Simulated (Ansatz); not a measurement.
System: BN.

Input

```
crystal:
  lattice:
    - [0.0, 1.813001, 1.813001]
    - [1.813001, 0.0, 1.813001]
    - [1.813001, 1.813001, 0.0]
  atoms:
    - { symbol: B, position: [0.0, 0.0, 0.0] }
    - { symbol: "N", position: [0.7977675083, 0.7340774972, 0.7340774972] }
basis:
  ecutwfc: 500
kpoints:
  mp_grid: { grid: [12, 12, 12] }
hamiltonian:
  xc: r2scan
scf:
  occupations: { method: gaussian, width: 0.05 }
output:
  forces: true
  stress: true
  eigenvalues: true
  write_density: true
  write_potential: true
  elf: true
  volumetric_format: npy
```

Command:

```sh
ansatz run input.yaml --threads 1 --pin off --max-ram 2560MiB --backend cpu --events-out ev --progress --plain --runs-dir out
```

Below, planes, directions and counts refer to the conventional cell (a = 2.56 Å, b = 2.56 Å, c = 6.28 Å, α = 90.00°, β = 90.00°, γ = 120.00°).

Space group R3m; a structure from a database of computed crystals, not necessarily the ambient phase; changed on purpose from its base cell (all N atoms moved -0.100 Å, as atom 2 towards its neighbour atom 1 (B) at 1.570 A); not relaxed (largest force 1.8 eV/Å); computed pressure about −3 GPa in this cell.

Computed with DFT r2SCAN, scalar-relativistic, plane waves, PAW in Ansatz 0.2.0.

Question: What can the converged valence pseudo-density and electron localisation function tell about the bonding?

Answer: B–N (1.67 Å): the density is about 1.2 e/Å³ at the midpoint; the ELF peaks at about 0.90 between the atoms (a shared but strongly polarised pair).

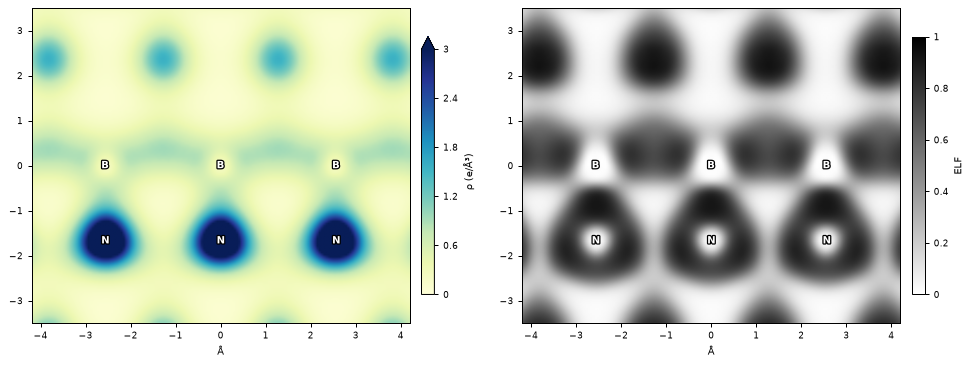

Computed valence pseudo-density and electron localisation function on the (010) plane of the conventional cell, in this order. Atoms just off the plane (B, 0.7 Å away and N, 0.7 Å away) can leave unmarked features too.

In a PAW calculation such maps are meaningful between the atoms, not at the nuclei.
